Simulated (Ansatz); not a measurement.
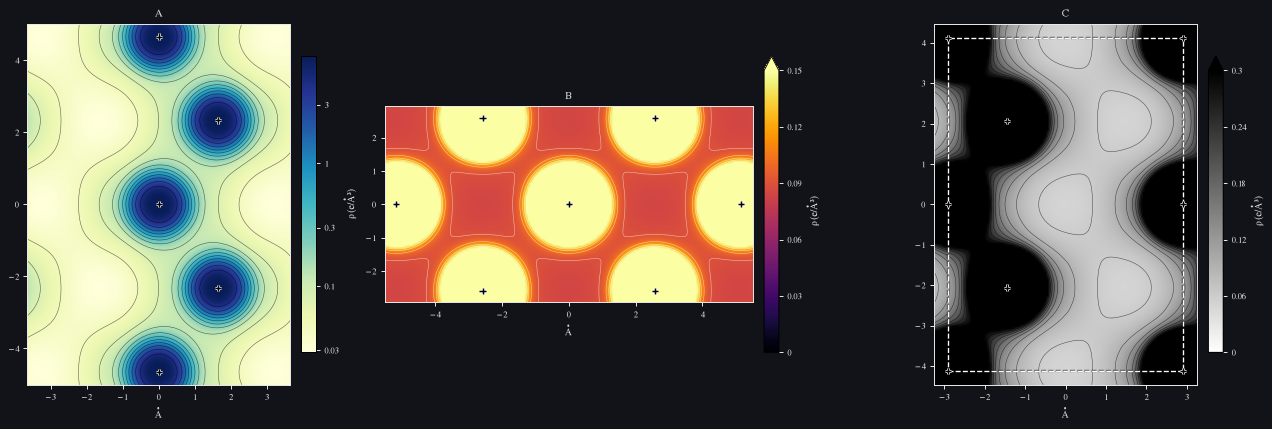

The valence pseudo-density of 3 systems, each on a plane through atoms (crosses mark nuclei in the plane).

All numbers below come from DFT, m-r2SCAN, plane waves (500 eV) with PAW, scalar-relativistic in Ansatz 0.2.0.

System 1: Sc, the (110) plane of the conventional cell. Space group Fd-3m; set up as Sc, diamond; a generated structure, not necessarily the stable one; changed on purpose from its base cell (volume × 1.12); the program warned that a starting moment wasn't kept; spin-polarised, but the moments vanished.

```yaml
crystal:
  lattice:
    - [6.58964, 0.00000, 0.00000]
    - [0.00000, 6.58964, 0.00000]
    - [0.00000, 0.00000, 6.58964]
  atoms:
    - { symbol: Sc, position: [0.75000, 0.25000, 0.25000] }
    - { symbol: Sc, position: [0.25000, 0.75000, 0.25000] }
    - { symbol: Sc, position: [0.25000, 0.25000, 0.75000] }
    - { symbol: Sc, position: [0.75000, 0.75000, 0.75000] }
    - { symbol: Sc, position: [0.50000, 0.00000, 0.00000] }
    - { symbol: Sc, position: [0.00000, 0.50000, 0.00000] }
    - { symbol: Sc, position: [0.00000, 0.00000, 0.50000] }
    - { symbol: Sc, position: [0.50000, 0.50000, 0.50000] }
```

System 2: Ti, the (101) plane of the conventional cell. Space group Fd-3m; set up as Ti, diamond; a generated structure, not necessarily the stable one; changed on purpose from its base cell (volume × 0.92); spin-polarised.

System 3: Y, the (010) plane of the conventional cell. Space group Fm-3m; set up as Y, fcc; a generated structure, not necessarily the stable one; changed on purpose from its base cell (volume × 1.04); the program warned that a starting moment wasn't kept; spin-polarised, but the moments vanished.

```
CELL_PARAMETERS angstrom
5.16794 0.00000 0.00000
0.00000 5.16794 0.00000
0.00000 0.00000 5.16794
ATOMIC_POSITIONS crystal
Y 0.00000 0.00000 0.00000
Y 0.50000 0.50000 0.00000
Y 0.50000 0.00000 0.50000
Y 0.00000 0.50000 0.50000
```

### Match each panel to its system.

Panel A is system 1, Sc: the plane holds Sc. Sc–Sc (2.85 Å): ρ at the midpoint is about 0.12 e/Å³. Panel B is system 3, Y: the plane holds Y. Y–Y (3.65 Å): ρ is about 0.09 e/Å³ halfway. Panel C is system 2, Ti: the plane holds Ti. Ti–Ti (2.52 Å): ρ at the midpoint is about 0.32 e/Å³.
